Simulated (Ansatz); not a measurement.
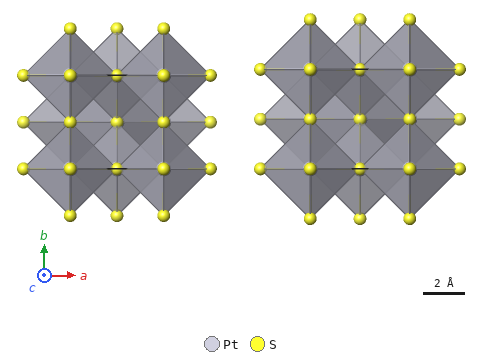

Two geometries of a crystal of PtS$_{2}$ (built on the anatase type), drawn at one scale. One is the start of a relaxation, the other its converged end. A polyhedral model of the conventional cell (2 times the calculation's cell), seen along the c axis. Lengths and directions refer to the drawn axes.

Theory: DFT, PBEsol, plane waves, PAW (Ansatz 0.2.0). Set-up: plane-wave cutoff 420 eV; k-point mesh 6 × 6 × 6; occupations fermi dirac; smearing width 0.03 eV; no spin polarisation; cell and atoms relaxed; force threshold 0.01 eV/Å; at most 120 steps.

**Which geometry has the lower energy?**

The left one is the relaxed one. The largest moves relative to the cell, 0.12 Å, are those of S atoms. Pt stays in place. Cell: a = b 4.947 → 4.647 Å (−6.1 %), c 12.416 → 11.752 Å (−5.4 %). Volume −16.5 %. Some distances before and after: S–S 3.220 → 2.886 Å, Pt–S 2.583 → 2.325 Å, Pt–S 2.528 → 2.403 Å. Among the angles between lasting bonds that change: Pt–S–Pt 156.2° → 150.4°, S–Pt–S 156.2° → 150.4°, Pt–S–Pt 101.9° → 104.8°. The space group stays I4_1/amd (No. 141). After 8 accepted moves (10 points after the start) the energy has fallen by 296 meV per atom. Largest force component: 1.3 eV/Å at the start, 0.001 eV/Å at the end. The pressure goes from −14.54 to 0.01 GPa. The line search rejected the trial step at point 5 of the run. The SCF was repeated once at an unchanged geometry on a basis and grid sized afresh for the cell, which shifted the energy by 0.5 meV per atom at most.
